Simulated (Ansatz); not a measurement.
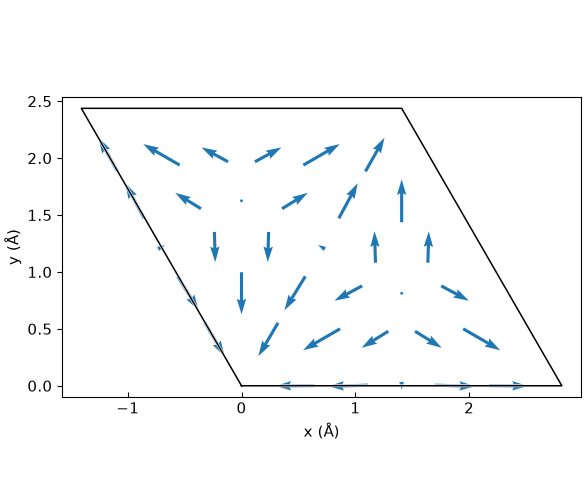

H on an Al(001) slab cut from the P6_3/mmc phase, its upper half relaxed before the scan (36 atoms of substrate and one adsorbate in a 2 × 2 cell). H is moved over the surface cell at a fixed height above a rigid substrate; the origin of the map has the adsorbate above Al33; the height is held at 2.50 Å. Places are given modulo a cell vector. The map is drawn in real space over the plane of the surface. The scan uses a 6 × 6 grid; 10 points were computed and 26 follow by symmetry. Places are given in fractions of the 1 × 1 surface cell. The runs have no spin polarisation, so an open-shell adsorbate far from the surface lies too high. At a fixed height the lowest place need not be the adsorption site. All numbers below come from Ansatz 0.2.0, DFT PBE+D3(BJ), scalar-relativistic, plane waves, PAW. Settings: cutoff 420 eV, k-mesh 6×6×1, gaussian smearing 0.1 eV, no spin polarisation.

Drawn: arrows along the force (downhill), their lengths compressed, the outline of one cell of the plane.

> The arrows alone are given. Where is the energy lowest?

The arrows converge at the top site over a surface Al atom, (0/6, 0/6) of the cell vectors (read from the interpolated surface).

The energy map of the same scan:

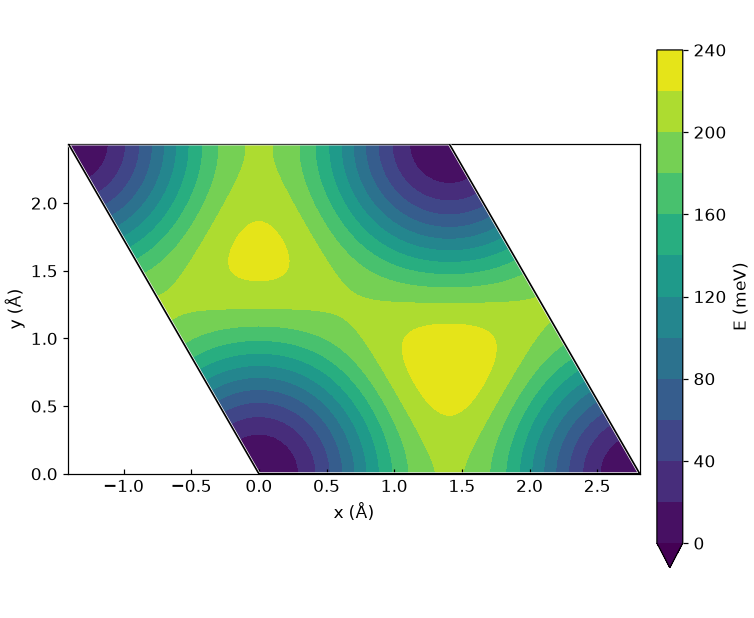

Energies are in meV, from the lowest grid point; between grid points the surface is interpolated.

PAW datasets: the set soft_1.
